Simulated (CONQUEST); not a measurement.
**C: 7 runs along one coordinate**

System: C (4 atoms in the cell).
Method: Kohn-Sham DFT of a periodic cell, PBE, PseudoDojo NC PBE, no spin polarisation (CONQUEST 1.3).

The 7 runs differ only in the geometry, by an even scaling of the cell at fixed fractional positions. The structure derives from an entry of the Crystallography Open Database.

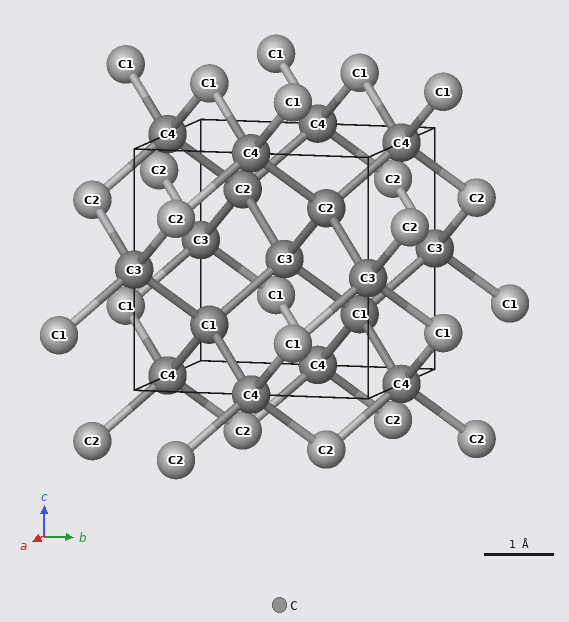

Figure 1. The structure of run 4 (ball-and-stick view of the cell 2 times as large as that of the calculation, set on its symmetry axes, seen slightly off an axis; neighbours outside the cell are drawn fainter; atoms are numbered from 1 in the order of the input).

### Input of run 4
```
IO.Title C
IO.Coordinates coords.dat
IO.FractionalAtomicCoords T
IO.Iprint 2
IO.Iprint_init 1
General.NumberOfSpecies 1
General.PseudopotentialType hamann
AtomMove.TypeOfRun static
AtomMove.FullStress T
Grid.PointsAlongX 24
Grid.PointsAlongY 24
Grid.PointsAlongZ 36
DM.SolutionMethod diagon
Diag.MPMesh T
Diag.GammaCentred T
Diag.MPMeshX 10
Diag.MPMeshY 10
Diag.MPMeshZ 8
Diag.kT 0.00183747
minE.SCTolerance 1e-6
SC.MaxIters 100
IO.AtomChargeOutput T
%block ChemicalSpeciesLabel
1 12.010 C
%endblock
```

Command:
```bash
OMP_NUM_THREADS=1 Conquest
```

Lattice vectors (Å) and fractional positions of run 4:
```
   2.522066    0.000000    0.000000
   0.000000    2.522066    0.000000
   0.000000    0.000000    3.566740
C   0.000000  0.500000  0.250000
C   0.500000  0.000000  0.750000
C   0.000000  0.000000  0.500000
C   0.500000  0.500000  0.000000
```

Run 3 has the same physical settings and fractional positions; its lattice vectors (Å) are:
```
   2.505139    0.000000    0.000000
   0.000000    2.505139    0.000000
   0.000000    0.000000    3.542801
```

### Results, with one run withheld

```csv
run,volume per atom (Å³),"free energy per atom, from the lowest run given (meV)",pressure (GPa),gap on the mesh (eV)
1,5.332,67.11,46.57,5.60
2,5.445,38.93,33.85,5.46
3,5.558,?,?,?
4,5.672,6.08,13.48,5.19
5,5.785,0.00,3.97,5.08
6,5.899,0.12,−4.17,4.97
7,6.012,5.73,−11.62,4.86
```

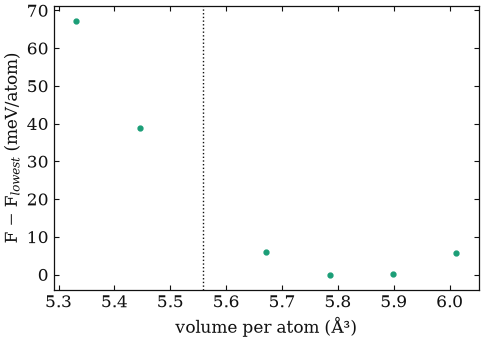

Figure 2. Free energy per atom of the runs given; the dotted line marks run 3.

What should run 3 give?

A cubic polynomial in V^(−2/3) (the Birch–Murnaghan form), fitted to the 6 runs given, misses them by at most 0.03 meV per atom. With x = V^(−2/3) − 0.31404 Å⁻², it reads F = 5.2324 + 2074.3 x + 1.8223e+05 x² − 37972 x³ (meV per atom). At run 3 it gives 18.87 meV per atom, and the run itself gives 18.85. The slope of the fit gives a pressure −dF/dV of 23.10 GPa there, and the run prints 23.12 GPa. The fit has its minimum at 5.840 Å³ per atom, where V d²F/dV² gives 424 GPa: the bulk modulus at this level, since symmetry fixes the shape and the positions. The gap on the mesh goes, without turning, from 5.60 eV in run 1 to 4.86 eV in run 7; run 3 has 5.32 eV. These are gaps of this functional on this mesh, which can miss the band edges; they aren't the measured gap.

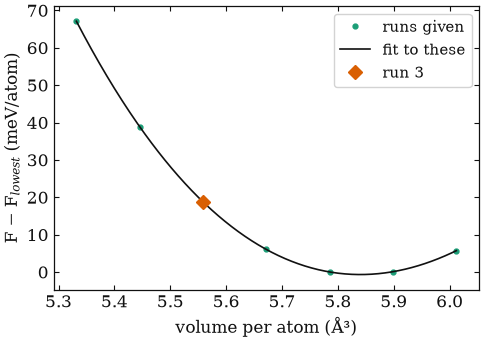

Figure 3. The fit and the withheld run.

### Some lines of the output (run 3)
```
[...]
      Using Fermi-Dirac smearing
          DFT Total Energy                 :       -24.013218640947279 Ha
          Free Energy (E-TS)               :       -24.026172854968163 Ha
          DFT Total Energy                 :       -24.020293389519686 Ha
          DFT Total Energy                 :       -24.021347758116072 Ha
          DFT Total Energy                 :       -24.021348395872288 Ha
          DFT Total Energy                 :       -24.021348588901731 Ha
          DFT Total Energy                 :       -24.021348603000597 Ha
      |* DFT total energy        =       -24.021348603000597 Ha
    force: Average pressure:     23.12232743 GPa
```

Notes: Points of doubt noted for this run: small atomic basis. With a small basis of atomic orbitals these values can differ much from converged plane-wave results.
